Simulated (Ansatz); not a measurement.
## Run report: Ti3O4, single-point calculation (part 3 of 3)

The same run, continued: Ti3O4 (I4/mmm, 14 atoms in the cell); DFT r2SCAN, scalar-relativistic, plane waves, PAW, spin-polarised (Ansatz 0.2.0); cutoff 500 eV, 6×6×6 k-mesh, Gaussian smearing of 0.05 eV, collinear spins. The structure derives from a Materials Project entry.

Geometry of the input (Å; fractional positions):
```
-2.0622  2.0622  -4.0790
-2.0622  2.0622  4.0790
4.1244  4.1244  0.0000
Ti -0.5000  0.0000  0.2500
Ti -0.5000  0.5000  0.0000
Ti -0.0000  0.5000  0.2500
O  -0.2500  -0.2500  0.2500
O  -0.2444  0.2444  0.0000
O  0.2500  0.2500  0.2500
O  -0.7556  0.7556  0.0000
Ti -0.0000  0.5000  0.7500
Ti -0.0000  1.0000  0.5000
Ti 0.5000  1.0000  0.7500
O  0.2500  0.2500  0.7500
O  0.2556  0.7444  0.5000
O  0.7500  0.7500  0.7500
O  -0.2556  1.2556  0.5000
```

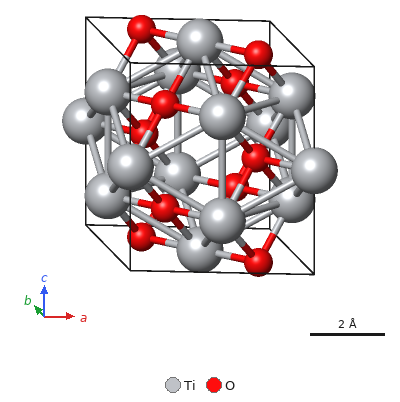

Figure 1. The input geometry (ball-and-stick view of the cell of the calculation, seen slightly off an axis).

## Output, continued
```
--- Forces (eV/Å), atoms counted from 1 ---
  atom   1  Ti    -0.00000001    -0.00000001    -0.00000000
  atom   2  Ti     0.00000056     0.00000056    -0.00000000
  atom   3  Ti    -0.00000001    -0.00000001     0.00000000
  atom   4  O      0.00000012    -0.00000014    -0.00000000
  atom   5  O     -0.00000008    -0.00000008    -0.01249646
  atom   6  O     -0.00000014     0.00000012     0.00000000
  atom   7  O     -0.00000008    -0.00000008     0.01249646
  atom   8  Ti    -0.00000003    -0.00000003    -0.00000000
  atom   9  Ti     0.00000040     0.00000040    -0.00000000
  atom  10  Ti    -0.00000003    -0.00000003     0.00000000
  atom  11  O      0.00000012    -0.00000012    -0.00000000
  atom  12  O      0.00000001     0.00000001    -0.01249647
  atom  13  O     -0.00000012     0.00000012     0.00000000
  atom  14  O      0.00000001     0.00000001     0.01249647
  max |Σ_I F_I| component: 6.96e-7 eV/Å
--- Stress (GPa, compression-positive) ---
       -0.073259      -0.013729      -0.000000
       -0.013729      -0.073259       0.000000
       -0.000000       0.000000       0.014317
  P = ⅓ Tr σ = -0.0441 GPa (-0.441 kbar)
--- Band table (eV; the first three rows and the last of 104) ---
  k-point 0 ↑: bands = ["-45.7764", "-45.7098", "-45.7089", "-45.6651", "-45.5461", "-45.5273", "-21.4609", "-21.3426", "-21.2874", "-21.1750", "-21.1645", "-21.1642", "-21.0101", "-20.9899", "-20.9573", "-20.9571", "-20.9377", "-20.7536", "-20.7522", "-20.7485", "-20.7483", "-20.6855", "-20.6128", "-20.6014", "-8.0573", "-7.3274", "-6.8844", "-6.7581", "-6.6586", "-6.2483", "-5.9717", "-5.7730", "5.3881", "5.8093", "5.9250", "7.0425", "7.1797", "7.3541", "7.4151", "7.5238", "7.5910", "7.5911", "7.6007", "7.6934", "8.0571", "8.2042", "8.2042", "8.2164", "8.8953", "9.0612", "9.0613", "9.2160", "10.3531", "10.6580", "10.6580", "10.9944", "12.1492", "14.3137", "14.3137", "15.4503", "15.4546", "15.4547", "15.7486", "15.7524", "15.8324", "16.0069", "16.1018", "16.1773", "16.2349", "16.2699", "16.5778", "16.5808", "16.6397", "16.6397", "16.8490", "16.9404", "17.1132"]
  k-point 1 ↑: bands = ["-45.7723", "-45.7148", "-45.7060", "-45.6680", "-45.5444", "-45.5282", "-21.4458", "-21.3106", "-21.2756", "-21.2147", "-21.1375", "-21.1352", "-21.0571", "-21.0008", "-20.9696", "-20.9328", "-20.9173", "-20.7806", "-20.7764", "-20.7634", "-20.7418", "-20.6870", "-20.6092", "-20.5993", "-7.9860", "-7.2837", "-6.9757", "-6.7221", "-6.7046", "-6.2765", "-5.9588", "-5.7869", "5.5088", "5.9699", "6.0231", "7.0756", "7.2802", "7.3277", "7.4469", "7.4928", "7.5000", "7.6029", "7.6704", "7.7197", "7.7742", "7.9786", "8.2115", "8.5562", "8.7315", "8.9019", "9.0364", "9.2410", "10.2709", "10.4127", "10.5670", "10.8980", "12.4672", "14.3639", "14.3812", "15.4796", "15.4797", "15.4825", "15.5427", "15.6171", "15.8406", "16.1479", "16.2129", "16.2511", "16.3190", "16.3635", "16.4598", "16.4973", "16.6214", "16.6346", "16.8101", "17.0489", "17.1635"]
  k-point 2 ↑: bands = ["-45.7609", "-45.7279", "-45.6980", "-45.6761", "-45.5401", "-45.5309", "-21.4032", "-21.2744", "-21.2415", "-21.2239", "-21.1249", "-21.1020", "-21.0635", "-21.0290", "-21.0160", "-20.9177", "-20.8677", "-20.8575", "-20.8385", "-20.7889", "-20.7257", "-20.6936", "-20.6016", "-20.5959", "-7.7880", "-7.2100", "-7.1635", "-6.8293", "-6.6237", "-6.3624", "-5.9235", "-5.8242", "5.8470", "6.2688", "6.4632", "6.8660", "7.1655", "7.1803", "7.4065", "7.5340", "7.5671", "7.6431", "7.7511", "7.8379", "7.8542", "7.8980", "7.9883", "8.1841", "8.5023", "8.6642", "9.3170", "9.3511", "9.8840", "10.0417", "10.4333", "10.6705", "13.2044", "14.5176", "14.5738", "15.0599", "15.1094", "15.2028", "15.6135", "15.6702", "15.9269", "16.1756", "16.2700", "16.4138", "16.4319", "16.4597", "16.5844", "16.6115", "16.6159", "16.6521", "16.8793", "16.9132", "17.2533"]
  k-point 51 ↓: bands = ["-45.7324", "-45.7324", "-45.6879", "-45.6879", "-45.5469", "-45.5469", "-21.3097", "-21.3097", "-21.1907", "-21.1907", "-21.1756", "-21.1756", "-21.0519", "-21.0519", "-20.9709", "-20.9709", "-20.8210", "-20.8210", "-20.7860", "-20.7860", "-20.7461", "-20.7461", "-20.6378", "-20.6378", "-7.2246", "-7.2246", "-7.1834", "-7.1834", "-6.3450", "-6.3450", "-6.1227", "-6.1227", "6.5902", "6.5902", "6.5966", "6.5966", "6.8421", "6.8421", "7.1169", "7.1169", "7.5941", "7.5941", "7.8745", "7.8745", "8.3938", "8.3938", "8.3957", "8.3957", "8.5477", "8.5477", "9.2246", "9.2246", "9.5260", "9.5261", "10.4760", "10.4760", "13.7679", "13.7679", "13.8936", "13.8936", "14.2775", "14.2775", "15.9956", "15.9956", "16.4533", "16.4533", "16.4594", "16.4594", "16.6139", "16.6139", "16.8708", "16.8708", "16.8734", "16.8734", "17.2987", "17.2987", "17.9720"]
--- Löwdin populations: 14 sites ---
  site symbol       q [e]    m [muB]
     0     Ti     10.9745    -0.0000
     1     Ti     10.9899     0.0000
     2     Ti     10.9745    -0.0000
     3      O      6.7293    -0.0000
     4      O      6.6970     0.0000
     5      O      6.7293    -0.0000
     6      O      6.6970     0.0000
     7     Ti     10.9745     0.0000
     8     Ti     10.9899    -0.0000
     9     Ti     10.9745     0.0000
    10      O      6.7293     0.0000
    11      O      6.6970    -0.0000
    12      O      6.7293     0.0000
    13      O      6.6970    -0.0000
  spilling = 0.003478 (of n_electrons = 120.000000)
```

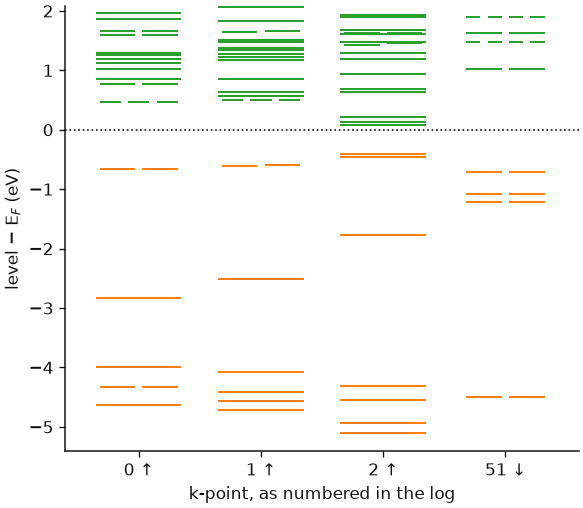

Figure 2. Kohn–Sham levels near the Fermi level (dotted) at the few k-points that the log prints; levels within 0.02 eV of each other stand side by side. The system is metallic on the full mesh.

## Summary

```json
{"quantity": "outcome", "value": "converged"}
{"quantity": "space group (tolerance 0.01 Å)", "value": "I4/mmm (139)"}
{"quantity": "electrons treated", "value": "120"}
{"quantity": "free energy", "value": "−19596.5023 eV"}
{"quantity": "Fermi energy", "value": "14.980 eV"}
{"quantity": "gap on the k-point mesh", "value": "none (metallic)"}
{"quantity": "net moment of the cell", "value": "0.00 μB"}
{"quantity": "integrated absolute moment", "value": "0.00 μB"}
{"quantity": "pressure", "value": "−0.04 GPa"}
{"quantity": "largest force (length of the vector)", "value": "0.012 eV/Å"}
{"quantity": "hardware", "value": "4 threads of Intel Xeon @ 2.70GHz, 189 GiB of memory available, shared host"}
{"quantity": "wall time", "value": "3.6 min (CPU time 13 min)"}
{"quantity": "peak memory", "value": "1.5 GiB"}
```

## Remarks

The program warns: some starting moments were not kept; the state was not tested for a lower one.
